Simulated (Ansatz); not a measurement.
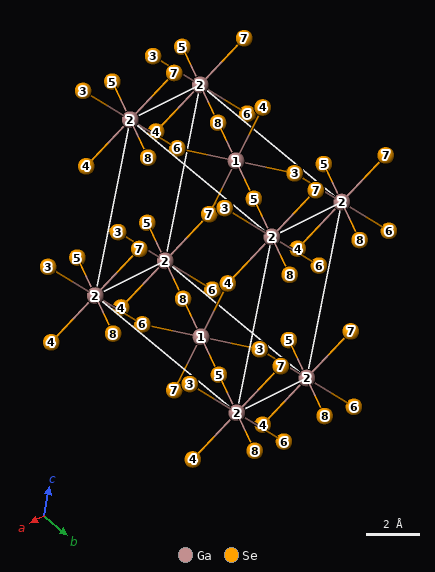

Crystalline GaSe₃ (a generated structure, set up in I4/mcm), before the relaxation. Style: ball-and-stick. Shown: the cell of the calculation, slightly off an axis.

Level of theory: Ansatz 0.2.0, DFT PBE, scalar-relativistic, plane waves, PAW.

Input file:
```yaml
crystal:
  lattice:
    - [-3.53553391, 3.53553391, 5.0]
    - [3.53553391, -3.53553391, 5.0]
    - [3.53553391, 3.53553391, -5.0]
  atoms:
    - { symbol: Ga, position: [0.5, 0.5, 0.0] }
    - { symbol: Ga, position: [0.0, 0.0, 0.0] }
    - { symbol: Se, position: [0.29071946, 0.79071946, 0.08143892] }
    - { symbol: Se, position: [0.79071946, 0.70928054, 0.5] }
    - { symbol: Se, position: [0.75, 0.75, 0.0] }
    - { symbol: Se, position: [0.70928054, 0.20928054, 0.91856108] }
    - { symbol: Se, position: [0.20928054, 0.29071946, 0.5] }
    - { symbol: Se, position: [0.25, 0.25, 0.0] }
basis:
  ecutwfc: 420
kpoints:
  mp_grid: { grid: [8, 8, 8] }
hamiltonian:
  xc: pbe
scf:
  occupations: { method: gaussian, width: 0.1 }
output:
  forces: true
  stress: true
  eigenvalues: true
  write_density: true
  write_potential: true
  elf: true
  volumetric_format: npy
relax:
  adjacent_minimum: "off"
  f_tol: 0.01
  max_steps: 80
  cell: { stress_tol: 0.05 }
```

Launched with:
```bash
ansatz run input.yaml --threads 1 --pin off --max-ram 2560MiB --backend cpu --events-out ev --progress --plain --runs-dir out
```

What does the optimiser find from here?

The largest moves relative to the cell, 0.89 Å, are those of Se3, Se4, Se6 and Se7. Se7 goes along [−1 1 0]. Ga stays in place. The drawn cell changes as follows: a = b = c 7.071 → 6.953 Å (−1.7 %), α 120.0° → 120.4°, β 120.0° → 120.4°, γ 90.0° → 89.3°; the volume changes by −5.5 %. Near-neighbour distances that change, for instance: Se3–Se6 4.186 → 2.299 Å, Ga1–Se3 2.533 → 2.764 Å, Ga1–Se5 2.500 → 2.474 Å. New bonds form: Se3–Se6 (4.19 → 2.30 Å), Se4–Se7 (4.19 → 2.30 Å). Among the angles between lasting bonds that change: Ga1–Se3–Ga2 161.5° → 124.2°. The space group stays I4/mcm (No. 140). Over 8 accepted moves (9 points after the start) the energy falls by 353 meV per atom. Largest force component: 0.12 eV/Å at the start, 0.004 eV/Å at the end. Pressure: 0.01 GPa at the start and 0.02 GPa at the end. At 1 point the geometry stayed and the basis and grid were re-selected for the new cell (energy shift of 0.2 meV per atom at most each time). Cost: 8.9 min on 1 thread of Intel(R) Xeon(R) CPU @ 2.80GHz (Skylake/Cascade Lake) (shared host), peak memory 1.1 GiB.

Final geometry:

```
Ga Se
1.0
    -3.45423    3.45423    4.94798
     3.45423   -3.45423    4.94798
     3.45423    3.45423   -4.94798
Ga Se
2 6
Direct
  0.50000 0.50000 0.00000
  0.00000 0.00000 0.00000
  0.38233 0.88233 0.26465
  0.88233 0.61767 0.50000
  0.75000 0.75000 0.00000
  0.61767 0.11767 0.73535
  0.11767 0.38233 0.50000
  0.25000 0.25000 0.00000
```

After the run, drawn alike:

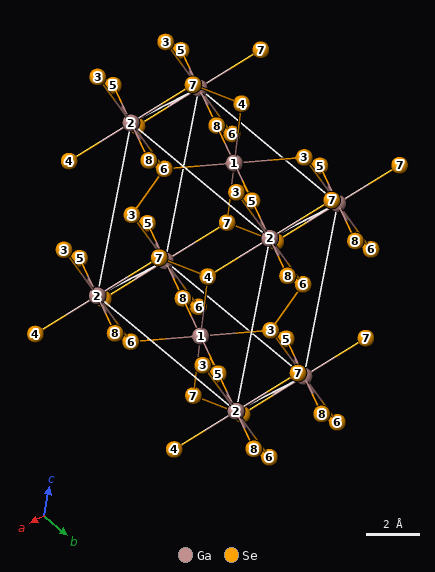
